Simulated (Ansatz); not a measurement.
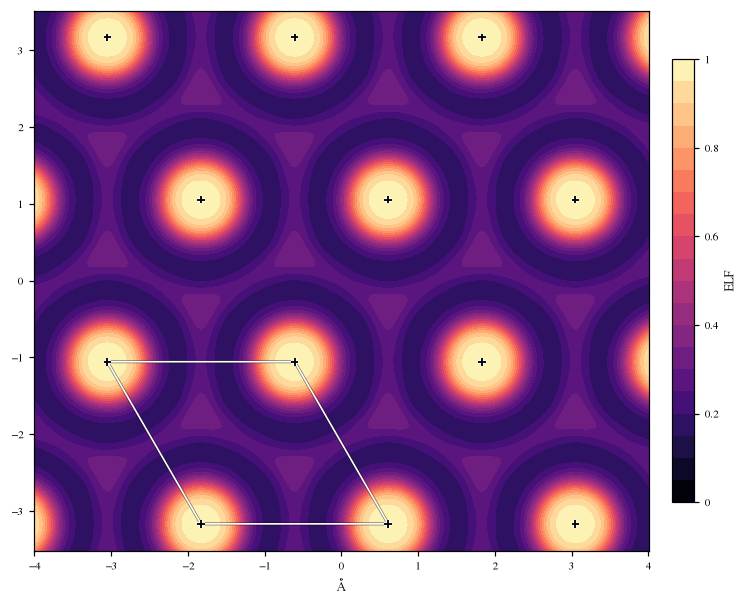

The ELF on a plane through atoms (crosses mark nuclei in the plane).

Level of theory: Ansatz, Kohn-Sham DFT of a periodic cell, PBE, Ansatz PAW.

Candidates:
A. Co, a = 2.44 Å, b = 2.44 Å, c = 3.97 Å, α = 90.00°, β = 90.00°, γ = 120.00°. Space group P6₃/mmc; a structure from a database of computed crystals, not necessarily the ambient phase; computed pressure about 15 GPa in this cell; spin-polarised.
B. Rh, a = 3.74 Å, b = 3.74 Å, c = 3.74 Å, α = 90.00°, β = 90.00°, γ = 90.00°. Space group Fm-3m; computed pressure about 21 GPa in this cell.
C. CdTe, a = 6.32 Å, b = 6.32 Å, c = 6.32 Å, α = 90.00°, β = 90.00°, γ = 90.00°. Space group F-43m; computed pressure about 7 GPa in this cell.

Which candidate gave the map?

Candidate A: Co on the (001) plane of the conventional cell, which holds Co. Co–Co (2.44 Å): the ELF is about 0.25 at the midpoint; no localised pair shows between them.
